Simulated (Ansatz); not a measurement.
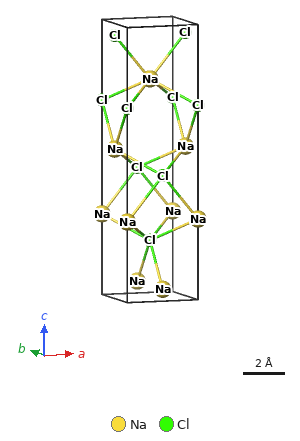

Normal modes of crystalline NaCl (a generated structure), at the zone centre. The picture is a ball-and-stick view of the conventional cell (2 times the calculation's cell), seen slightly off an axis. Lengths and directions refer to the drawn axes.

Method: DFT PBE, scalar-relativistic, plane waves, PAW in Ansatz. (plane-wave cutoff 420 eV; k-point mesh 8 × 8 × 8; occupations fixed; no spin polarisation)

Frequencies are those without the non-analytic (LO–TO) term.

### Which optical modes does it have, at what frequencies, and is it stable there?

The calculation's cell holds 4 atoms, so there are 9 optical modes, in 6 levels. The optical modes span 3E + A₁ + 2B₁. No level is unstable.

```csv
level,symmetry,frequency (cm⁻¹),activity
1,E,65,infrared- and Raman-active
2,E,126,infrared- and Raman-active
3,A₁,132,infrared- and Raman-active
4,E,140,infrared- and Raman-active
5,B₁,165,Raman-active
6,B₁,200,Raman-active
```

The displacement patterns (one member of each degenerate set):

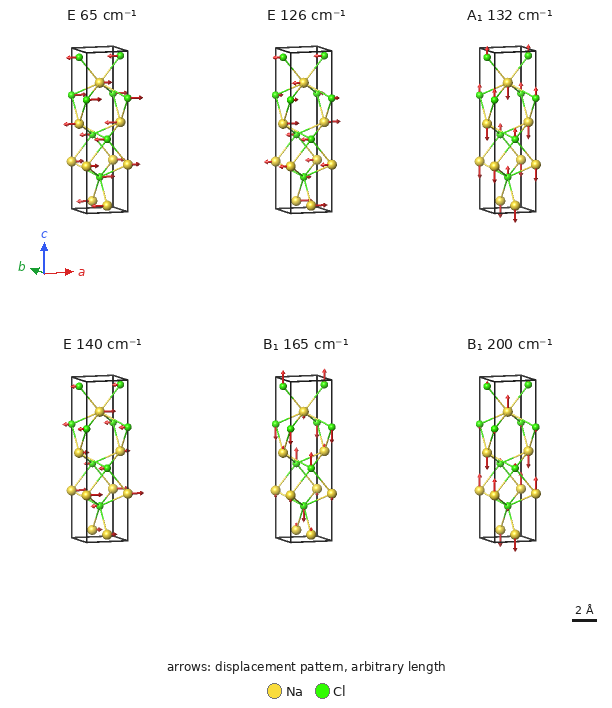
